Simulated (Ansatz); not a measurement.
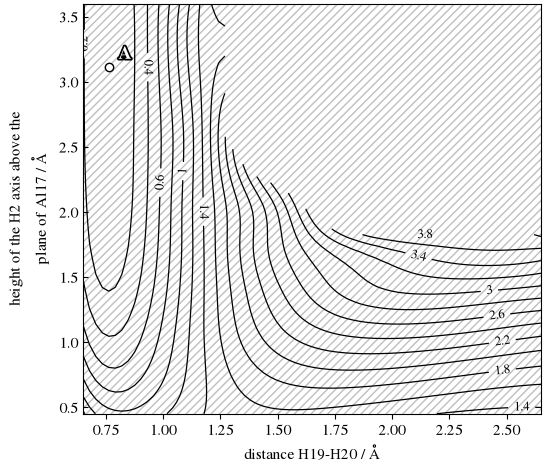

H₂ on an Al(101) slab cut from the P6_3/mmc phase, its upper half relaxed before the scan (18 atoms of substrate and one adsorbate in a 2 × 1 cell). H2 lies flat over one site of a rigid substrate while its bond length and height are varied; it sits over a hollow site, heights counted from the top plane, its axis along the second surface vector. The first coordinate is: distance H19-H20; the second: height of the H2 axis above the plane of Al17. Grid: 8 × 9 points. At 15 points there is no value (left out: too close to the surface, or the stretched molecule far from it). Points are written as (first, second). Energies: eV, counted from the lowest grid point. All numbers below come from DFT PBE, scalar-relativistic, plane waves, PAW in Ansatz 0.2.0. Settings: cutoff 420 eV, k-mesh 5×3×1, gaussian smearing 0.1 eV, no spin polarisation.

The picture shows contour lines labelled in eV, hatched blanks where no value was computed, the point A. Between grid points the surface is interpolated.

> Find the lowest path from A to the other arm of the map, and its barrier.

The easiest path runs from the intact molecule far from the surface, about (0.76 Å, 3.11 Å), to the stretched end of the scan, about (2.54 Å, 0.45 Å). Its highest point, at (1.495 Å, 0.45 Å), lies about 1.6 eV above the start and 0.22 eV above the end on the interpolated surface. An end on the edge of the scan is no minimum, so the barrier from there is a lower bound.

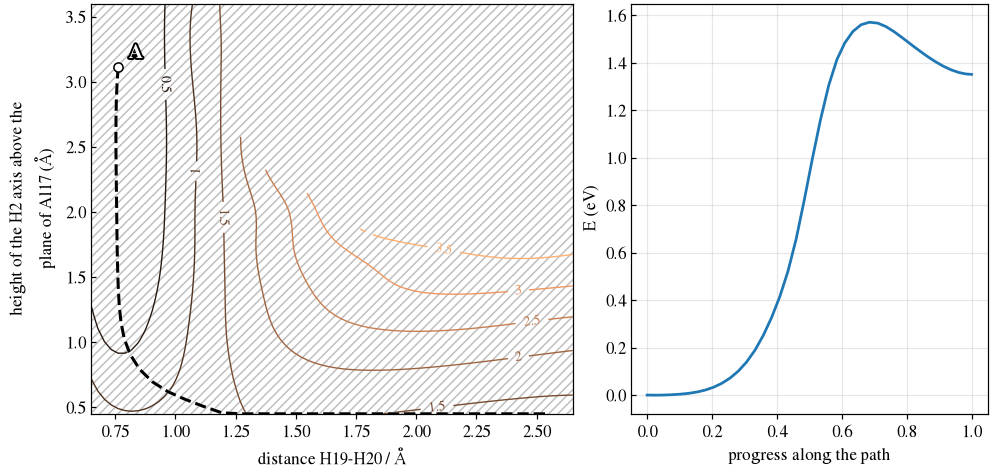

The picture shows contour lines labelled in eV, a line along the lowest path, hatched blanks where no value was computed, the energy along the path at the right. Between grid points the surface is interpolated.
